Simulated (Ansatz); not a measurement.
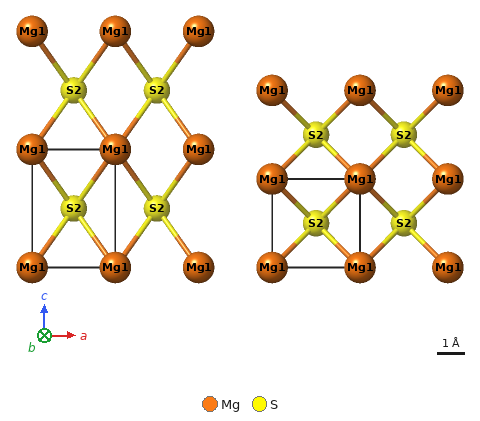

Two geometries of solid MgS (a generated structure, set up in P4/mmm) (coarse preliminary run), drawn at one scale. One is the start of a relaxation, the other its converged end. A ball-and-stick model of the cell of the calculation, repeated 2 × 1 × 2 with one cell outlined, seen along the b axis.

Theory: Ansatz, DFT PBE, scalar-relativistic, plane waves, PAW. Set-up: plane-wave cutoff 420 eV; k-point mesh 6 × 6 × 4; occupations gaussian; smearing width 0.1 eV; no spin polarisation; cell and atoms relaxed; force threshold 0.04 eV/Å; at most 70 steps.

Q: Which one is relaxed?

A: The right one is the relaxed one. The energy falls by 1.351 eV per cell of the calculation in 6 accepted moves (7 points after the start). All forces vanish by symmetry, so only the cell relaxes. The pressure goes from −5.63 to −0.17 GPa. At 1 point the geometry stayed and the basis and grid were re-selected for the new cell (energy shift of 0.1 meV per cell of the calculation at most each time). The atoms keep their places relative to the cell (all moves are under 0.005 Å). The drawn cell changes as follows: a = b 3.095 → 3.268 Å (+5.6 %), c 4.390 → 3.292 Å (−25.0 %); the volume changes by −16.4 %. Some distances before and after: Mg1–S2 3.100 → 2.837 Å. The space group stays P4/mmm (No. 123). The run took 20 s on 1 thread of Intel(R) Xeon(R) Processor @ 2.50GHz (Skylake/Cascade Lake), with other jobs on the host, peak memory 0.32 GiB.
